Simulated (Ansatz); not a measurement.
**Geometry relaxation of MoSi2**

The run: geometry relaxation of MoSi2 (I4/mmm, 3 atoms in the cell). Method and program: DFT, PBE, plane waves, PAW, no spin polarisation (Ansatz 0.2.0).

The structure derives from an entry of the Crystallography Open Database.

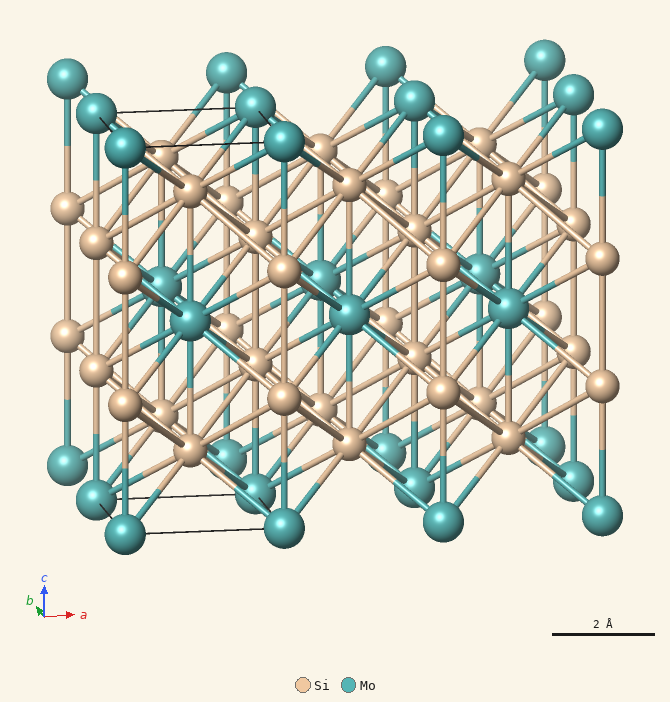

Fig. 1: The input geometry (ball-and-stick view of the cell 2 times as large as that of the calculation, set on its symmetry axes, repeated 3 × 2 × 1, seen slightly off an axis). Near neighbours in the crystal (not all of them lie inside the picture): Si has 5 Mo at 2.59 to 2.61 Å and 5 Si at 2.57 to 2.61 Å; Mo has 10 Si at 2.59 to 2.61 Å.

Summary:

```json
{"quantity": "outcome", "value": "converged"}
{"quantity": "space group (tolerance 0.01 Å)", "value": "I4/mmm (139)"}
{"quantity": "electrons treated", "value": "22"}
{"quantity": "free energy", "value": "−6229.1133 eV"}
{"quantity": "Fermi energy", "value": "16.303 eV"}
{"quantity": "gap on the k-point mesh", "value": "none (metallic)"}
{"quantity": "pressure", "value": "6.63 GPa"}
{"quantity": "final volume", "value": "39.53 Å³"}
{"quantity": "largest force (length of the vector) at the end", "value": "0.005 eV/Å"}
{"quantity": "final cell", "value": "a = 4.506 Å, b = 4.506 Å, c = 4.506 Å, α = 138.65°, β = 138.65°, γ = 59.91°"}
{"quantity": "hardware", "value": "1 thread of AMD EPYC (Zen 3), 189 GiB of memory available, shared host"}
{"quantity": "wall time", "value": "18 s"}
{"quantity": "peak memory", "value": "0.38 GiB"}
```

Remarks:

Settings chosen away from the usual ones: volume x 0.97, shape and atoms relaxed. These settings are looser than, or depart from, a standard set-up, so the numbers are not reference values for this system. Results for this metal are sensitive to the k-point mesh.

The input:
```yaml
crystal:
  lattice:
    - [-1.592175075, 1.592175075, 3.8985780051]
    - [1.592175075, -1.592175075, 3.8985780051]
    - [1.592175075, 1.592175075, -3.8985780051]
  atoms:
    - { symbol: Si, position: [0.3350441693, 0.3350441693, 0.0] }
    - { symbol: Si, position: [0.6649558307, 0.6649558307, 0.0] }
    - { symbol: Mo, position: [0.0, 0.0, 0.0] }
basis:
  ecutwfc: 420
kpoints:
  mp_grid: { grid: [8, 8, 8] }
hamiltonian:
  xc: pbe
scf:
  occupations: { method: fermi_dirac, width: 0.15 }
output:
  forces: true
  stress: true
  eigenvalues: true
relax:
  adjacent_minimum: "off"
  f_tol: 0.01
  max_steps: 30
  cell: { stress_tol: 0.1, fix: [volume] }
```

Run as:
```bash
ansatz run input.yaml --threads 1 --pin off --max-ram 2560MiB --backend cpu --events-out ev --progress --plain --runs-dir out
```

The program's output:
```
Engine: ansatz 0.2.0, x86_64-unknown-linux-gnu
Pseudopotentials: kind: paw
Pseudopotential: Si, paw, valence charge 4, recommended cutoff 420 eV (normal), Si.paw.azcp
Pseudopotential: Mo, paw, valence charge 14, recommended cutoff 420 eV (normal), Mo.paw.azcp
Functional definition: PBE
  parameter kappa = 0.804
  parameter beta = 0.06672455060314922
  exchange = pbe_x(kappa = kappa, mu = beta*pi^2/3)
  correlation = pbe_c(beta = beta)
Crystal: 3 atoms, lattice volume = 39.532 Å³
Basis set: ecut = 420 eV, 769 PW (Γ), exchange–correlation on 64×64×64 points (8 copies of the dense FFT grid, shifted against one another)
Bands: 15, of which v1, the nominal top of the filled ones, is band 11 counted from 1 (10 counted from 0)
Symmetry: 16 space group operations
Space group: I4/mmm (ITA 139), of the structure as read, at distance tolerance 3.4e-5 Å
k-points: 59 of 512
Non-local potential: Si, projectors of the file, l = 0: 2, l = 1: 2, l = 2: 2
Non-local potential: Mo, projectors of the file, l = 0: 3, l = 1: 2, l = 2: 2, l = 3: 1
PAW form: soft (Blöchl's): semilocal exchange-correlation on the pseudo side does not see the compensation charge
PAW one-centre angular grid: Si, 110 points (default); XC on 64 Gauss nodes
PAW one-centre angular grid: Mo, 590 points (default); XC on 64 Gauss nodes
Initial density: superposition of atomic densities (neutral atoms: chi_scale 0, normalization atom), corrected by the library's trained network
Initial wavefunctions: pseudopotential atomic-orbital guess
Functional: x = pbe(κ = 0.804, μ = 0.2195149727645171), c = pbe(β = 0.06672455060314922)
SCF iter   1: F=—  HF=-6229.114401 eV  |F-HF|=—  |Δ(HF+E_count)|=         —  Δρ=4.47e-3  dr2=7.76e-3  ethr=1.77e-3  ⟨swp⟩=5.0  Hψ=4933  notcnv=0
preconditioner: auto → Kerker (q_TF=auto, 2.474 Å⁻¹)  [metal: Δε(μ)=0.334 eV  Ē_g=7.855 eV  σ=0.150 eV  W_gap=0.42  n_scr=10 (ndim 8)  ℏωp=22.1 eV  f_vac=0.000  D(μ)=0.29/eV (n_scr^D=0)]
SCF iter   2: F=—  HF=-6229.113409 eV  |F-HF|=—  |Δ(HF+E_count)|=   9.92e-4  Δρ=2.41e-3  dr2=2.23e-3  ethr=3.53e-5  ⟨swp⟩=1.1  Hψ=1366  notcnv=0
SCF iter   3: F=—  HF=-6229.112984 eV  |F-HF|=—  |Δ(HF+E_count)|=   4.26e-4  Δρ=4.72e-4  dr2=1.71e-4  ethr=1.02e-5  ⟨swp⟩=2.5  Hψ=1459  notcnv=0
SCF iter   4: F=—  HF=-6229.112948 eV  |F-HF|=—  |Δ(HF+E_count)|=   3.59e-5  Δρ=1.40e-4  dr2=5.92e-6  ethr=7.76e-7  ⟨swp⟩=2.2  Hψ=1166  notcnv=0
SCF iter   5: F=—  HF=-6229.112950 eV  |F-HF|=—  |Δ(HF+E_count)|=   1.81e-6  Δρ=2.38e-5  dr2=2.18e-7  ethr=2.69e-8  ⟨swp⟩=2.1  Hψ=1256  notcnv=0
SCF iter   6: F=-6229.112950 eV  HF=-6229.112950 eV  |F-HF|=1.52e-9  |Δ(HF+E_count)|=   9.45e-9  Δρ=4.11e-6  dr2=5.20e-9  ethr=4.55e-10  ⟨swp⟩=4.8  Hψ=3643  notcnv=0
SCF 1 converged in 6 iterations: F = -6229.112950 eV  dr2 = 5.20e-9
  greatest PAW one-centre occupation: 0.998 electrons in one spin orbital (limit 2), on the Mo atom at site 2 (counted from 0), in its partial waves of l = 0
relax step   1: F+E_penalty+E_count = -6229.11294960 eV  Δ(F+E_penalty+E_count) = +0.000e0 eV  max|allowed force component| = 6.993e-2 eV/Å  Δτ_max = 0.0000 Å  P = +6.729 GPa  Ω = 39.532 Å³  fix = [volume]  reactions: volume +6.729 GPa  (6 SCF iters, dr2 threshold 1.00e-7 eV, accepted)
Initial density: handed on by an earlier stage of this run
Initial wavefunctions: those handed on with the density
iter 1 solved again at ethr=6.58e-8 eV; its pass at ethr=3.10e-3 eV (dr2=1.45e-5 eV) is discarded
SCF iter   1: F=—  HF=-6229.113296 eV  |F-HF|=—  |Δ(HF+E_count)|=         —  Δρ=3.11e-4  dr2=2.37e-5  ethr=6.58e-8  ⟨swp⟩=2.7  Hψ=5350  notcnv=0
preconditioner: auto → Kerker (q_TF=auto, 2.474 Å⁻¹)  [metal: Δε(μ)=0.301 eV  Ē_g=7.848 eV  σ=0.150 eV  W_gap=0.39  n_scr=10 (ndim 8)  ℏωp=22.1 eV  f_vac=0.000  D(μ)=0.29/eV (n_scr^D=0)]
SCF iter   2: F=—  HF=-6229.113294 eV  |F-HF|=—  |Δ(HF+E_count)|=   1.23e-6  Δρ=1.67e-4  dr2=7.57e-6  ethr=6.58e-8  ⟨swp⟩=1.2  Hψ=973  notcnv=0
SCF iter   3: F=-6229.113292 eV  HF=-6229.113292 eV  |F-HF|=1.54e-7  |Δ(HF+E_count)|=   2.70e-6  Δρ=2.44e-5  dr2=2.67e-7  ethr=1.36e-9  ⟨swp⟩=3.0  Hψ=3672  notcnv=0
SCF 2 converged in 3 iterations: F = -6229.113292 eV  dr2 = 2.67e-7
relax step   2: F+E_penalty+E_count = -6229.11329164 eV  Δ(F+E_penalty+E_count) = -3.420e-4 eV  max|allowed force component| = 1.559e-2 eV/Å  Δτ_max = 0.0026 Å  P = +6.633 GPa  Ω = 39.532 Å³  energy of the carried Pulay correction = -4.968e-18 eV  fix = [volume]  reactions: volume +6.633 GPa  (3 SCF iters, dr2 threshold 3.00e-7 eV, accepted)
iter 1 solved again at ethr=2.70e-8 eV; its pass at ethr=3.10e-3 eV (dr2=5.94e-6 eV) is discarded
SCF iter   1: F=—  HF=-6229.113314 eV  |F-HF|=—  |Δ(HF+E_count)|=         —  Δρ=8.94e-5  dr2=7.16e-6  ethr=2.70e-8  ⟨swp⟩=2.0  Hψ=5251  notcnv=0
preconditioner: auto → Kerker (q_TF=auto, 2.474 Å⁻¹)  [metal: Δε(μ)=0.304 eV  Ē_g=7.848 eV  σ=0.150 eV  W_gap=0.39  n_scr=10 (ndim 8)  ℏωp=22.1 eV  f_vac=0.000  D(μ)=0.29/eV (n_scr^D=0)]
SCF iter   2: F=—  HF=-6229.113317 eV  |F-HF|=—  |Δ(HF+E_count)|=   3.27e-6  Δρ=4.41e-5  dr2=1.67e-6  ethr=2.70e-8  ⟨swp⟩=2.1  Hψ=1090  notcnv=0
SCF iter   3: F=—  HF=-6229.113317 eV  |F-HF|=—  |Δ(HF+E_count)|=   5.19e-7  Δρ=1.61e-5  dr2=2.84e-7  ethr=7.59e-9  ⟨swp⟩=2.4  Hψ=1270  notcnv=0
SCF iter   4: F=-6229.113317 eV  HF=-6229.113317 eV  |F-HF|=9.76e-10  |Δ(HF+E_count)|=   8.40e-8  Δρ=3.23e-6  dr2=2.54e-9  ethr=3.56e-10  ⟨swp⟩=4.1  Hψ=2856  notcnv=0
SCF 3 converged in 4 iterations: F = -6229.113317 eV  dr2 = 2.54e-9
relax step   3: F+E_penalty+E_count = -6229.11331651 eV  Δ(F+E_penalty+E_count) = -2.487e-5 eV  max|allowed force component| = 4.963e-3 eV/Å  Δτ_max = 0.0005 Å  P = +6.631 GPa  Ω = 39.532 Å³  energy of the carried Pulay correction = -4.968e-18 eV  fix = [volume]  reactions: volume +6.631 GPa  (4 SCF iters, dr2 threshold 7.83e-8 eV, accepted)
Initial wavefunctions: pseudopotential atomic-orbital guess (no wavefunctions were taken with the density)
iter 1 solved again at ethr=2.29e-8 eV; its pass at ethr=3.10e-3 eV (dr2=5.04e-6 eV) is discarded
SCF iter   1: F=—  HF=-6229.113313 eV  |F-HF|=—  |Δ(HF+E_count)|=         —  Δρ=3.76e-6  dr2=2.39e-9  ethr=2.29e-8  ⟨swp⟩=3.1  Hψ=7625  notcnv=0
preconditioner: auto → Kerker (q_TF=auto, 2.474 Å⁻¹)  [metal: Δε(μ)=0.303 eV  Ē_g=7.848 eV  σ=0.150 eV  W_gap=0.39  n_scr=10 (ndim 8)  ℏωp=22.1 eV  f_vac=0.000  D(μ)=0.29/eV (n_scr^D=0)]
SCF iter   2: F=—  HF=-6229.113317 eV  |F-HF|=—  |Δ(HF+E_count)|=   3.98e-6  Δρ=2.17e-6  dr2=1.07e-9  ethr=1.09e-11  ⟨swp⟩=2.1  Hψ=1409  notcnv=0
SCF iter   3: F=—  HF=-6229.113317 eV  |F-HF|=—  |Δ(HF+E_count)|=  1.42e-10  Δρ=6.70e-7  dr2=3.11e-10  ethr=4.85e-12  ⟨swp⟩=2.1  Hψ=1276  notcnv=0
SCF iter   4: F=-6229.113317 eV  HF=-6229.113317 eV  |F-HF|=1.46e-11  |Δ(HF+E_count)|=  5.46e-11  Δρ=2.42e-7  dr2=2.62e-11  ethr=1.00e-12  ⟨swp⟩=4.1  Hψ=2842  notcnv=0
SCF 4 converged in 4 iterations: F = -6229.113317 eV  dr2 = 2.62e-11
relax step   4: F+E_penalty+E_count = -6229.11331688 eV  Δ(F+E_penalty+E_count) = -3.730e-7 eV  max|allowed force component| = 4.963e-3 eV/Å  Δτ_max = 0.0000 Å  P = +6.631 GPa  Ω = 39.532 Å³  fix = [volume]  reactions: volume +6.631 GPa  stress off target by 4.26e-2 GPa on what of the cell is left free  SCF on the basis re-selected at this cell (its energy is not comparable with the rows above)  (4 SCF iters)
```

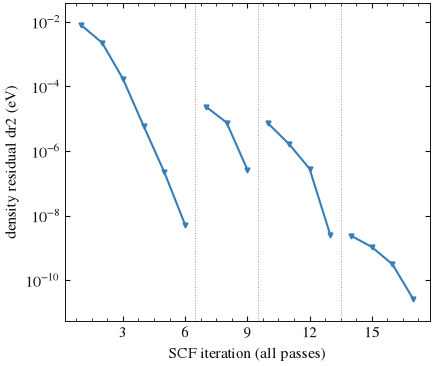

Fig. 2: Convergence of the self-consistent field: density residual dr2 against the SCF iteration. The dotted lines part the SCF passes of the relaxation: geometry steps, rejected trials and re-solves on a re-selected basis. The passes take 6, 3, 4 and 4 iterations.

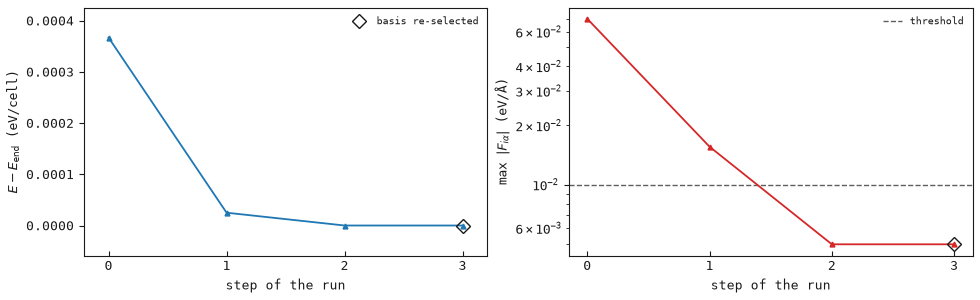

Fig. 3: Progress of the relaxation, step by step (the first geometry is step 0 here and step 1 in the log). The atoms keep their places relative to the cell (all moves are under 0.005 Å). Distances before and after: Si1–Si2 2.572 → 2.582 Å. The space group stays I4/mmm (No. 139). After 2 geometry steps the energy has fallen by 0.4 meV per cell of the calculation. The largest force component goes from 0.07 to 0.005 eV/Å. The pressure goes from 6.73 to 6.63 GPa. A last SCF at the same geometry on a re-selected plane-wave basis shifts the energy by next to nothing (0.0 meV per cell of the calculation). (Atoms are counted from 1 in the order of the input.)

```
basis re-selected at this cell: Δ(F+E_penalty+E_count) = -3.730e-7 eV, ΔP = -0.000 GPa vs the last step (what re-selecting the basis moved, of the pressure what is left beyond the Pulay correction that the steps carried, after the strain that the cell walked since its last selection, with what the two solves' SCF thresholds leave and, on support functions, any second-order correction that the steps lacked; it is no measure of the basis error at this ecutwfc). This SCF's stress stands 4.26e-2 GPa from its target on what of the cell is left free (relax.cell.stress_tol is 1.00e-1 GPa) and its largest allowed force component is 4.96e-3 eV/Å (relax.f_tol is 1.00e-2 eV/Å): within both
SCF converged after 4 iterations
Free energy (F): -6229.113317 eV
Harris-Foulkes:  -6229.113317 eV  (|F-HF|=1.46e-11)
Internal energy: -6229.087768 eV  (E = F + TS)
E sigma→0 (E₀):  -6229.100543 eV
Entropy (-TS):   -0.025549 eV (-8.516 meV/atom)
Fermi energy:    16.302893 eV
--- Per-component energies (eV) ---
  E_band       = -39.987151
  E_kinetic    = 533.059916
  E_local      = -1137.173068  (includes V_loc(G=0)·N_el)
  E_nonlocal   = 192.991884
  E_hartree    = 425.000989
  E_xc         = -299.153331
  E_vxc        = -329.726543  (∫ρ·V_xc dr)
  E_paw        = -4226.955941  (= ΣΔE_a)
  E_vpaw       = -149.141512  (= ΣTr[D̂ρ^β])
  E_aug_tail   = 0.000041  (compensation charges beyond the density's cutoff)
  E_ewald      = -1716.858257
  E_smearing   = -0.025549  (= −TS)
  E_closure    = 0.000000  (closes the sum)
  Σ components = -6229.113317   (vs F -6229.113317, Δ=0.00e0)
--- Forces (eV/Å), atoms counted from 1 ---
  atom   1  Si     0.00000000    -0.00000000    -0.00496255
  atom   2  Si    -0.00000000     0.00000000     0.00496255
  atom   3  Mo    -0.00000000     0.00000000     0.00000000
  max |Σ_I F_I| component: 6.94e-18 eV/Å
--- Stress (GPa, compression-positive) ---
        6.652591       0.000000       0.000000
        0.000000       6.652591       0.000000
        0.000000       0.000000       6.588751
  P = ⅓ Tr σ = 6.6313 GPa (66.313 kbar)
--- Band table (eV; the first three rows and the last of 59) ---
  k-point 0: bands = ["-44.3911", "-18.5592", "-18.4625", "-18.4625", "2.7445", "9.8200", "12.8966", "13.1819", "13.6407", "13.6407", "16.6988", "19.4299", "19.5658", "19.9119", "19.9119"]
  k-point 1: bands = ["-44.3853", "-18.5512", "-18.5019", "-18.4965", "3.2303", "10.2330", "11.8256", "12.5885", "13.3315", "14.7667", "15.1690", "18.6951", "19.7083", "20.0220", "20.1059"]
  k-point 2: bands = ["-44.3713", "-18.5892", "-18.5779", "-18.5326", "4.5696", "10.7050", "10.9857", "11.0792", "13.5257", "13.8231", "14.6598", "19.2568", "19.6998", "20.0212", "20.0814"]
  k-point 58: bands = ["-44.3904", "-18.5857", "-18.4643", "-18.4643", "4.6521", "6.1295", "12.6939", "14.0533", "15.7125", "15.7125", "15.8343", "15.8343", "16.8369", "21.0741", "21.6504"]
--- Relaxed structure (3 steps of the walk, 3 accepted, 1 SCFs on fresh bases) ---
  F+E_penalty+E_count = -6229.11331688 eV   max|allowed force component| = 4.963e-3 eV/Å   (the final SCF, on the basis selected at the relaxed cell)
  cell:  # Å, volume = 39.5319 Å³
    - [-1.5910471310171268, 1.5910471310171268, 3.9041076166839375]
    - [1.5910471310171268, -1.5910471310171268, 3.9041076166839375]
    - [1.5910471310171268, 1.5910471310171268, -3.9041076166839375]
  atoms:
    - { symbol: Si, position: [0.3346412986456999, 0.3346412986456999, 2.825106911602587e-35] }
    - { symbol: Si, position: [0.6653587013543, 0.6653587013543, 7.508073198506565e-35] }
    - { symbol: Mo, position: [1.854013046239224e-20, 1.8540130462392118e-20, -1.4175257413691091e-34] }
```

Trajectory as extended XYZ (Å, eV, eV/Å), 4 frames, from step=1 to step=4:
```
3
Lattice="-1.5922 1.5922 3.8986 1.5922 -1.5922 3.8986 1.5922 1.5922 -3.8986" Properties=species:S:1:pos:R:3:forces:R:3 step=1 energy=-6229.11295 pressure_GPa=6.73
Si    0.0000    0.0000    2.6124    0.0000   0.0000  -0.0699
Si    0.0000    0.0000    5.1848    0.0000   0.0000   0.0699
Mo    0.0000    0.0000    0.0000    0.0000   0.0000   0.0000
3
Lattice="-1.5908 1.5908 3.9054 1.5908 -1.5908 3.9054 1.5908 1.5908 -3.9054" Properties=species:S:1:pos:R:3:forces:R:3 step=2 energy=-6229.11329 pressure_GPa=6.63
Si    0.0000    0.0000    2.6144    0.0000   0.0000  -0.0156
Si    0.0000    0.0000    5.1965    0.0000   0.0000   0.0156
Mo    0.0000    0.0000    0.0000    0.0000   0.0000   0.0000
3
Lattice="-1.5910 1.5910 3.9041 1.5910 -1.5910 3.9041 1.5910 1.5910 -3.9041" Properties=species:S:1:pos:R:3:forces:R:3 step=3 energy=-6229.11332 pressure_GPa=6.63
Si    0.0000    0.0000    2.6130    0.0000   0.0000  -0.0050
Si    0.0000    0.0000    5.1953    0.0000   0.0000   0.0050
Mo    0.0000    0.0000    0.0000    0.0000   0.0000   0.0000
3
Lattice="-1.5910 1.5910 3.9041 1.5910 -1.5910 3.9041 1.5910 1.5910 -3.9041" Properties=species:S:1:pos:R:3:forces:R:3 step=4 energy=-6229.11332 pressure_GPa=6.63
Si    0.0000    0.0000    2.6130    0.0000   0.0000  -0.0050
Si    0.0000    0.0000    5.1953    0.0000   0.0000   0.0050
Mo    0.0000    0.0000    0.0000    0.0000   0.0000   0.0000
```
